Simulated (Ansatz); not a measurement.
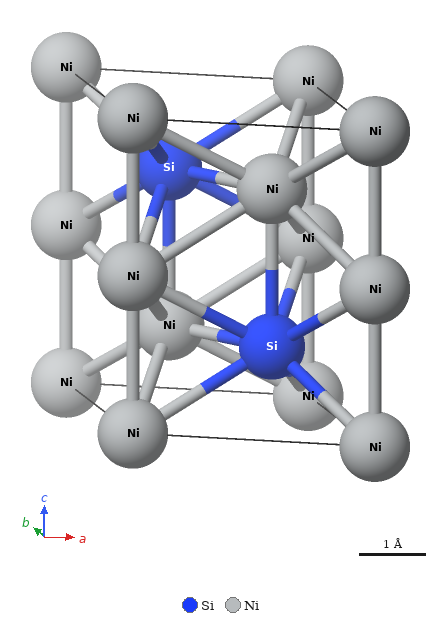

*The input geometry (ball-and-stick view of the cell of the calculation, seen slightly off an axis).*

Near neighbours in the crystal (not all of them lie inside the picture): Si has 11 Ni at 2.21 to 2.54 Å; Ni has 8 Ni at 2.47 to 2.54 Å and 6 Si at 2.54 Å; Ni has 6 Ni at 2.54 Å and 5 Si at 2.21 to 2.47 Å.

Ni₂Si: geometry relaxation (part 1 of 2)

System: Ni₂Si (6 atoms in the cell).
Method: DFT r2SCAN, scalar-relativistic, plane waves, PAW, no spin polarisation (Ansatz 0.2.0).

The structure derives from an entry of the Crystallography Open Database.

The program's output:
```
Engine: ansatz 0.2.0, x86_64-unknown-linux-gnu
Pseudopotentials: kind: paw
Pseudopotential: Si, paw, valence charge 4, recommended cutoff 500 eV (meta_gga), Si.paw.azcp
Pseudopotential: Ni, paw, valence charge 18, recommended cutoff 500 eV (meta_gga), Ni.paw.azcp
Functional definition: r2SCAN
  parameter k0 = 0.174
  parameter k1 = 0.065
  parameter a1 = 4.9479
  exchange = r2scan_x(k0 = k0, k1 = k1, a1 = a1)
  correlation = r2scan_c
Crystal: 6 atoms, lattice volume = 63.055 Å³
Basis set: ecut = 500 eV, 1585 PW (Γ), exchange–correlation on 120×120×160 points (64 copies of the dense FFT grid, shifted against one another)
Bands: 48, of which v1, the nominal top of the filled ones, is band 40 counted from 1 (39 counted from 0)
Symmetry: 24 space group operations
Space group: P63/mmc (ITA 194), of the structure as read, at distance tolerance 4.0e-5 Å
k-points: 95 of 1152
Non-local potential: Si, projectors of the file, l = 0: 2, l = 1: 2, l = 2: 2
Non-local potential: Ni, projectors of the file, l = 0: 3, l = 1: 2, l = 2: 3, l = 3: 1
PAW form: soft (Blöchl's): semilocal exchange-correlation on the pseudo side does not see the compensation charge
PAW frozen core: Si, regenerated for the run's functional (the file was generated under x = pbe(κ = 0.804, μ = 0.2195149727645171), c = pbe(β = 0.06672455060314922))
PAW frozen core: Ni, regenerated for the run's functional (the file was generated under x = pbe(κ = 0.804, μ = 0.2195149727645171), c = pbe(β = 0.06672455060314922))
PAW one-centre angular grid: Si, 302 points (default); XC on 160 Gauss nodes
PAW one-centre angular grid: Ni, 590 points (default); XC on 160 Gauss nodes
Initial density: superposition of atomic densities (neutral atoms: chi_scale 0, normalization atom), corrected by the library's trained network
Initial wavefunctions: pseudopotential atomic-orbital guess
Functional: x = r2scan, c = r2scan; τ floored in thin density (d = 2e-4 eV/Å³)
SCF iter   1: F=—  HF=-24661.946282 eV  |F-HF|=—  |Δ(HF+E_count)|=         —  Δρ=3.06e-2  dr2=4.73e-1  dr2_τ=2.19e-1  ethr=1.77e-3  ⟨swp⟩=5.5  Hψ=17069  notcnv=0  defer=6
preconditioner: auto → Kerker (q_TF=auto, 2.839 Å⁻¹)  [metal: Δε(μ)=0.005 eV  Ē_g=7.951 eV  σ=0.100 eV  W_gap=0.03  n_scr=22 (ndim 8)  ℏωp=32.4 eV  f_vac=0.000  D(μ)=3.08/eV (n_scr^D=22)]
SCF iter   2: F=—  HF=-24662.195308 eV  |F-HF|=—  |Δ(HF+E_count)|=   2.49e-1  Δρ=2.43e-2  dr2=2.47e-1  dr2_τ=3.38e-3  ethr=5.92e-4  ⟨swp⟩=3.0  Hψ=8820  notcnv=0  defer=218
SCF iter   3: F=—  HF=-24662.179567 eV  |F-HF|=—  |Δ(HF+E_count)|=   1.57e-2  Δρ=2.09e-2  dr2=2.11e-1  dr2_τ=7.22e-4  ethr=3.09e-4  ⟨swp⟩=2.5  Hψ=6624  notcnv=0  defer=218
SCF iter   4: F=—  HF=-24662.165011 eV  |F-HF|=—  |Δ(HF+E_count)|=   1.46e-2  Δρ=8.43e-3  dr2=3.84e-2  dr2_τ=2.22e-4  ethr=2.64e-4  ⟨swp⟩=2.0  Hψ=5511  notcnv=0  defer=218
SCF iter   5: F=—  HF=-24662.159560 eV  |F-HF|=—  |Δ(HF+E_count)|=   5.45e-3  Δρ=1.70e-3  dr2=1.43e-3  dr2_τ=3.41e-5  ethr=4.80e-5  ⟨swp⟩=2.2  Hψ=6881  notcnv=0  defer=218
SCF iter   6: F=—  HF=-24662.159917 eV  |F-HF|=—  |Δ(HF+E_count)|=   3.57e-4  Δρ=1.26e-3  dr2=5.72e-4  dr2_τ=4.89e-6  ethr=1.79e-6  ⟨swp⟩=2.0  Hψ=7744  notcnv=0  defer=218
SCF iter   7: F=—  HF=-24662.159908 eV  |F-HF|=—  |Δ(HF+E_count)|=   9.23e-6  Δρ=4.01e-4  dr2=8.22e-5  dr2_τ=5.14e-7  ethr=7.15e-7  ⟨swp⟩=2.0  Hψ=6720  notcnv=0  defer=218
SCF iter   8: F=—  HF=-24662.159903 eV  |F-HF|=—  |Δ(HF+E_count)|=   5.12e-6  Δρ=8.01e-5  dr2=3.70e-6  dr2_τ=2.13e-8  ethr=1.03e-7  ⟨swp⟩=2.6  Hψ=6553  notcnv=0  defer=218
SCF iter   9: F=—  HF=-24662.159902 eV  |F-HF|=—  |Δ(HF+E_count)|=   3.22e-7  Δρ=3.71e-5  dr2=6.97e-7  dr2_τ=1.88e-9  ethr=4.62e-9  ⟨swp⟩=1.5  Hψ=4841  notcnv=0  defer=218
SCF iter  10: F=-24662.159902 eV  HF=-24662.159902 eV  |F-HF|=8.28e-8  |Δ(HF+E_count)|=   7.07e-8  Δρ=1.45e-5  dr2=9.90e-8  dr2_τ=4.07e-10  ethr=1.25e-10  ⟨swp⟩=9.0  Hψ=24697  notcnv=0
SCF 1 converged in 10 iterations: F = -24662.159902 eV  dr2 = 9.90e-8
  greatest PAW one-centre occupation: 1.001 electrons in one spin orbital (limit 2), on the Ni atom at site 3 (counted from 0), in its partial waves of l = 1
relax step   1: F+E_penalty+E_count = -24662.15990219 eV  Δ(F+E_penalty+E_count) = +0.000e0 eV  max|allowed force component| = 1.449e-16 eV/Å  Δτ_max = 0.0000 Å  P = +3.495 GPa  Ω = 63.055 Å³  (10 SCF iters, dr2 threshold 1.00e-7 eV, accepted)
Crystal: 6 atoms, lattice volume = 63.511 Å³
Initial density: handed on by an earlier stage of this run
Initial wavefunctions: those handed on with the density
iter 1 solved again at ethr=2.40e-6 eV; its pass at ethr=3.10e-3 eV (dr2=1.92e-3 eV) is discarded
SCF iter   1: F=—  HF=-24662.167467 eV  |F-HF|=—  |Δ(HF+E_count)|=         —  Δρ=1.79e-3  dr2=1.18e-3  dr2_τ=2.79e-3  ethr=2.40e-6  ⟨swp⟩=2.0  Hψ=19044  notcnv=0
preconditioner: auto → Kerker (q_TF=auto, 2.835 Å⁻¹)  [metal: Δε(μ)=0.016 eV  Ē_g=7.790 eV  σ=0.100 eV  W_gap=0.09  n_scr=22 (ndim 8)  ℏωp=32.3 eV  f_vac=0.001  D(μ)=3.34/eV (n_scr^D=22)]
SCF iter   2: F=—  HF=-24662.171235 eV  |F-HF|=—  |Δ(HF+E_count)|=   3.77e-3  Δρ=2.28e-3  dr2=2.16e-3  dr2_τ=1.45e-5  ethr=1.48e-6  ⟨swp⟩=2.0  Hψ=8320  notcnv=0
SCF iter   3: F=—  HF=-24662.171025 eV  |F-HF|=—  |Δ(HF+E_count)|=   2.10e-4  Δρ=6.34e-4  dr2=1.66e-4  dr2_τ=2.15e-6  ethr=1.48e-6  ⟨swp⟩=2.0  Hψ=5870  notcnv=0
SCF iter   4: F=—  HF=-24662.171009 eV  |F-HF|=—  |Δ(HF+E_count)|=   1.57e-5  Δρ=4.88e-4  dr2=9.38e-5  dr2_τ=1.14e-6  ethr=2.07e-7  ⟨swp⟩=2.0  Hψ=6219  notcnv=0
SCF iter   5: F=—  HF=-24662.171005 eV  |F-HF|=—  |Δ(HF+E_count)|=   4.02e-6  Δρ=1.54e-4  dr2=1.11e-5  dr2_τ=1.81e-7  ethr=1.17e-7  ⟨swp⟩=1.7  Hψ=6192  notcnv=0
SCF iter   6: F=—  HF=-24662.171004 eV  |F-HF|=—  |Δ(HF+E_count)|=   1.58e-6  Δρ=9.69e-5  dr2=4.47e-6  dr2_τ=2.04e-8  ethr=1.39e-8  ⟨swp⟩=2.0  Hψ=6990  notcnv=0
SCF iter   7: F=-24662.171003 eV  HF=-24662.171003 eV  |F-HF|=5.36e-9  |Δ(HF+E_count)|=   5.06e-7  Δρ=1.27e-5  dr2=7.63e-8  dr2_τ=2.30e-9  ethr=7.50e-10  ⟨swp⟩=4.0  Hψ=20089  notcnv=0
SCF 2 converged in 7 iterations: F = -24662.171003 eV  dr2 = 7.63e-8
  greatest PAW one-centre occupation: 1.001 electrons in one spin orbital (limit 2), on the Ni atom at site 5 (counted from 0), in its partial waves of l = 1
relax step   2: F+E_penalty+E_count = -24662.17100336 eV  Δ(F+E_penalty+E_count) = -1.110e-2 eV  max|allowed force component| = 1.604e-16 eV/Å  Δτ_max = 0.0000 Å  P = +1.609 GPa  Ω = 63.511 Å³  energy of the carried Pulay correction = -3.666e-4 eV  (7 SCF iters, dr2 threshold 6.00e-7 eV, accepted)
Crystal: 6 atoms, lattice volume = 63.903 Å³
Basis set: ecut = 500 eV, 1595 PW (Γ), exchange–correlation on 120×120×160 points (64 copies of the dense FFT grid, shifted against one another)
iter 1 solved again at ethr=1.56e-6 eV; its pass at ethr=3.10e-3 eV (dr2=1.25e-3 eV) is discarded
SCF iter   1: F=—  HF=-24662.171876 eV  |F-HF|=—  |Δ(HF+E_count)|=         —  Δρ=1.85e-3  dr2=1.24e-3  dr2_τ=3.03e-3  ethr=1.56e-6  ⟨swp⟩=2.3  Hψ=22767  notcnv=0
preconditioner: auto → Kerker (q_TF=auto, 2.832 Å⁻¹)  [metal: Δε(μ)=0.009 eV  Ē_g=7.745 eV  σ=0.100 eV  W_gap=0.05  n_scr=22 (ndim 8)  ℏωp=32.2 eV  f_vac=0.001  D(μ)=3.35/eV (n_scr^D=22)]
SCF iter   2: F=—  HF=-24662.175492 eV  |F-HF|=—  |Δ(HF+E_count)|=   3.62e-3  Δρ=2.13e-3  dr2=1.84e-3  dr2_τ=1.49e-5  ethr=1.55e-6  ⟨swp⟩=2.0  Hψ=8358  notcnv=0
SCF iter   3: F=—  HF=-24662.175333 eV  |F-HF|=—  |Δ(HF+E_count)|=   1.59e-4  Δρ=9.74e-4  dr2=4.43e-4  dr2_τ=3.97e-6  ethr=1.55e-6  ⟨swp⟩=2.0  Hψ=5991  notcnv=0
SCF iter   4: F=—  HF=-24662.175319 eV  |F-HF|=—  |Δ(HF+E_count)|=   1.36e-5  Δρ=6.25e-4  dr2=1.51e-4  dr2_τ=1.74e-6  ethr=5.53e-7  ⟨swp⟩=2.2  Hψ=5794  notcnv=0
SCF iter   5: F=—  HF=-24662.175309 eV  |F-HF|=—  |Δ(HF+E_count)|=   9.81e-6  Δρ=2.61e-4  dr2=2.77e-5  dr2_τ=4.13e-7  ethr=1.88e-7  ⟨swp⟩=1.0  Hψ=4560  notcnv=0
SCF iter   6: F=—  HF=-24662.175306 eV  |F-HF|=—  |Δ(HF+E_count)|=   2.79e-6  Δρ=8.93e-5  dr2=4.00e-6  dr2_τ=3.52e-8  ethr=3.46e-8  ⟨swp⟩=1.5  Hψ=5557  notcnv=0
SCF iter   7: F=—  HF=-24662.175306 eV  |F-HF|=—  |Δ(HF+E_count)|=   2.69e-7  Δρ=5.82e-5  dr2=1.56e-6  dr2_τ=5.46e-9  ethr=5.00e-9  ⟨swp⟩=2.3  Hψ=7613  notcnv=0
SCF iter   8: F=-24662.175306 eV  HF=-24662.175306 eV  |F-HF|=8.30e-8  |Δ(HF+E_count)|=   7.73e-8  Δρ=1.87e-5  dr2=1.21e-7  dr2_τ=5.62e-10  ethr=7.50e-10  ⟨swp⟩=3.6  Hψ=17413  notcnv=0
SCF 3 converged in 8 iterations: F = -24662.175306 eV  dr2 = 1.21e-7
relax step   3: F+E_penalty+E_count = -24662.17530591 eV  Δ(F+E_penalty+E_count) = -4.303e-3 eV  max|allowed force component| = 2.984e-16 eV/Å  Δτ_max = 0.0000 Å  P = -0.027 GPa  Ω = 63.903 Å³  energy of the carried Pulay correction = -6.832e-4 eV  (8 SCF iters, dr2 threshold 6.00e-7 eV, accepted)
Crystal: 6 atoms, lattice volume = 63.898 Å³
iter 1 solved again at ethr=7.87e-9 eV; its pass at ethr=3.10e-3 eV (dr2=6.29e-6 eV) is discarded
SCF iter   1: F=—  HF=-24662.175328 eV  |F-HF|=—  |Δ(HF+E_count)|=         —  Δρ=1.37e-4  dr2=6.26e-6  dr2_τ=2.14e-5  ethr=7.87e-9  ⟨swp⟩=3.1  Hψ=22296  notcnv=0
preconditioner: auto → Kerker (q_TF=auto, 2.832 Å⁻¹)  [metal: Δε(μ)=0.011 eV  Ē_g=7.746 eV  σ=0.100 eV  W_gap=0.06  n_scr=22 (ndim 8)  ℏωp=32.2 eV  f_vac=0.001  D(μ)=3.35/eV (n_scr^D=22)]
SCF iter   2: F=—  HF=-24662.175348 eV  |F-HF|=—  |Δ(HF+E_count)|=   1.97e-5  Δρ=7.23e-5  dr2=1.65e-6  dr2_τ=6.40e-8  ethr=7.82e-9  ⟨swp⟩=2.0  Hψ=8359  notcnv=0
SCF iter   3: F=—  HF=-24662.175349 eV  |F-HF|=—  |Δ(HF+E_count)|=   7.97e-7  Δρ=1.43e-4  dr2=9.83e-6  dr2_τ=3.58e-8  ethr=2.06e-9  ⟨swp⟩=2.0  Hψ=7731  notcnv=0  recentre
SCF iter   4: F=—  HF=-24662.175348 eV  |F-HF|=—  |Δ(HF+E_count)|=   7.29e-7  Δρ=4.01e-5  dr2=6.89e-7  dr2_τ=6.10e-9  ethr=2.06e-9  ⟨swp⟩=2.0  Hψ=6614  notcnv=0
SCF iter   5: F=-24662.175348 eV  HF=-24662.175348 eV  |F-HF|=2.31e-8  |Δ(HF+E_count)|=   4.08e-8  Δρ=1.17e-5  dr2=6.20e-8  dr2_τ=7.98e-10  ethr=1.46e-10  ⟨swp⟩=4.1  Hψ=20124  notcnv=0
SCF 4 converged in 5 iterations: F = -24662.175348 eV  dr2 = 6.20e-8
relax step   4: F+E_penalty+E_count = -24662.17534789 eV  Δ(F+E_penalty+E_count) = -4.198e-5 eV  max|allowed force component| = 2.999e-16 eV/Å  Δτ_max = 0.0000 Å  P = -0.034 GPa  Ω = 63.898 Å³  energy of the carried Pulay correction = -6.802e-4 eV  (5 SCF iters, dr2 threshold 1.17e-7 eV, accepted)
Crystal: 6 atoms, lattice volume = 63.888 Å³
iter 1 solved again at ethr=1.61e-9 eV; its pass at ethr=3.10e-3 eV (dr2=1.29e-6 eV) is discarded
SCF iter   1: F=—  HF=-24662.175356 eV  |F-HF|=—  |Δ(HF+E_count)|=         —  Δρ=4.72e-5  dr2=8.11e-7  dr2_τ=1.92e-6  ethr=1.61e-9  ⟨swp⟩=2.2  Hψ=18608  notcnv=0
preconditioner: auto → Kerker (q_TF=auto, 2.833 Å⁻¹)  [metal: Δε(μ)=0.011 eV  Ē_g=7.747 eV  σ=0.100 eV  W_gap=0.06  n_scr=22 (ndim 8)  ℏωp=32.2 eV  f_vac=0.001  D(μ)=3.35/eV (n_scr^D=22)]
SCF iter   2: F=—  HF=-24662.175358 eV  |F-HF|=—  |Δ(HF+E_count)|=   2.40e-6  Δρ=4.26e-5  dr2=8.05e-7  dr2_τ=8.13e-9  ethr=1.01e-9  ⟨swp⟩=2.0  Hψ=8347  notcnv=0
SCF iter   3: F=—  HF=-24662.175358 eV  |F-HF|=—  |Δ(HF+E_count)|=   6.86e-8  Δρ=2.72e-5  dr2=3.14e-7  dr2_τ=2.71e-9  ethr=1.01e-9  ⟨swp⟩=2.0  Hψ=5933  notcnv=0
SCF iter   4: F=—  HF=-24662.175358 eV  |F-HF|=—  |Δ(HF+E_count)|=  1.09e-11  Δρ=2.02e-5  dr2=1.90e-7  dr2_τ=1.21e-9  ethr=3.93e-10  ⟨swp⟩=2.1  Hψ=6014  notcnv=0
SCF iter   5: F=—  HF=-24662.175358 eV  |F-HF|=—  |Δ(HF+E_count)|=   1.69e-8  Δρ=8.23e-6  dr2=3.21e-8  dr2_τ=2.24e-10  ethr=2.38e-10  ⟨swp⟩=1.0  Hψ=4560  notcnv=0
SCF iter   6: F=-24662.175358 eV  HF=-24662.175358 eV  |F-HF|=1.91e-9  |Δ(HF+E_count)|=   3.12e-9  Δρ=2.40e-6  dr2=2.88e-9  dr2_τ=2.34e-11  ethr=1.17e-11  ⟨swp⟩=3.9  Hψ=19463  notcnv=0
SCF 5 converged in 6 iterations: F = -24662.175358 eV  dr2 = 2.88e-9
relax step   5: F+E_penalty+E_count = -24662.17535806 eV  Δ(F+E_penalty+E_count) = -1.017e-5 eV  max|allowed force component| = 2.344e-16 eV/Å  Δτ_max = 0.0000 Å  P = +0.001 GPa  Ω = 63.888 Å³  energy of the carried Pulay correction = -6.720e-4 eV  (6 SCF iters, dr2 threshold 9.34e-9 eV, accepted)
Basis set: ecut = 500 eV, 1595 PW (Γ), exchange–correlation on 120×120×144 points (64 copies of the dense FFT grid, shifted against one another)
Initial wavefunctions: pseudopotential atomic-orbital guess (no wavefunctions were taken with the density)
iter 1 solved again at ethr=1.82e-7 eV; its pass at ethr=3.10e-3 eV (dr2=1.46e-4 eV) is discarded
SCF iter   1: F=—  HF=-24662.176040 eV  |F-HF|=—  |Δ(HF+E_count)|=         —  Δρ=1.48e-4  dr2=4.72e-7  dr2_τ=6.14e-7  ethr=1.82e-7  ⟨swp⟩=3.7  Hψ=28786  notcnv=0
SCF iter   2: F=—  HF=-24662.176072 eV  |F-HF|=—  |Δ(HF+E_count)|=   3.22e-5  Δρ=1.07e-4  dr2=2.40e-6  dr2_τ=5.79e-7  ethr=5.90e-10  ⟨swp⟩=2.5  Hψ=8667  notcnv=0
SCF iter   3: F=—  HF=-24662.176082 eV  |F-HF|=—  |Δ(HF+E_count)|=   1.03e-5  Δρ=5.61e-5  dr2=8.51e-7  dr2_τ=7.47e-8  ethr=5.90e-10  ⟨swp⟩=2.0  Hψ=8379  notcnv=0
SCF iter   4: F=—  HF=-24662.176083 eV  |F-HF|=—  |Δ(HF+E_count)|=   8.72e-7  Δρ=2.54e-5  dr2=2.81e-7  dr2_τ=1.35e-9  ethr=5.90e-10  ⟨swp⟩=2.0  Hψ=7409  notcnv=0
SCF iter   5: F=—  HF=-24662.176083 eV  |F-HF|=—  |Δ(HF+E_count)|=   1.54e-8  Δρ=6.65e-6  dr2=1.41e-8  dr2_τ=2.31e-10  ethr=3.52e-10  ⟨swp⟩=1.2  Hψ=4628  notcnv=0
SCF iter   6: F=—  HF=-24662.176083 eV  |F-HF|=—  |Δ(HF+E_count)|=   3.04e-9  Δρ=4.40e-6  dr2=3.92e-9  dr2_τ=1.00e-9  ethr=1.76e-11  ⟨swp⟩=2.0  Hψ=8362  notcnv=0
SCF iter   7: F=—  HF=-24662.176083 eV  |F-HF|=—  |Δ(HF+E_count)|=   1.91e-8  Δρ=1.20e-6  dr2=5.46e-10  dr2_τ=1.83e-11  ethr=4.90e-12  ⟨swp⟩=2.0  Hψ=6525  notcnv=0
SCF iter   8: F=-24662.176083 eV  HF=-24662.176083 eV  |F-HF|=1.09e-11  |Δ(HF+E_count)|=  1.89e-10  Δρ=1.25e-7  dr2=7.29e-12  dr2_τ=4.98e-13  ethr=1.00e-12  ⟨swp⟩=4.0  Hψ=20617  notcnv=0
SCF 6 converged in 8 iterations: F = -24662.176083 eV  dr2 = 7.29e-12
  greatest PAW one-centre occupation: 1.001 electrons in one spin orbital (limit 2), on the Ni atom at site 2 (counted from 0), in its partial waves of l = 1
relax step   6: F+E_penalty+E_count = -24662.17608333 eV  Δ(F+E_penalty+E_count) = -7.253e-4 eV  max|allowed force component| = 2.313e-16 eV/Å  Δτ_max = 0.0000 Å  P = +0.013 GPa  Ω = 63.888 Å³  stress off target by 1.66e-2 GPa  SCF on the basis re-selected at this cell (its energy is not comparable with the rows above)  (8 SCF iters)
```

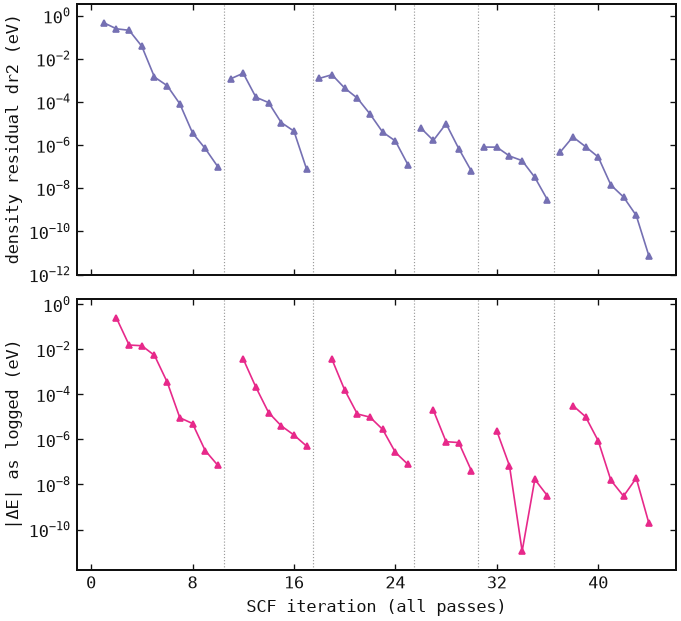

*Convergence of the self-consistent field: density residual dr2 and size of the energy change against the SCF iteration. The dotted lines part the SCF passes of the relaxation: geometry steps, rejected trials and re-solves on a re-selected basis.*

The 6 passes take 5 to 10 iterations each, 44 in all.
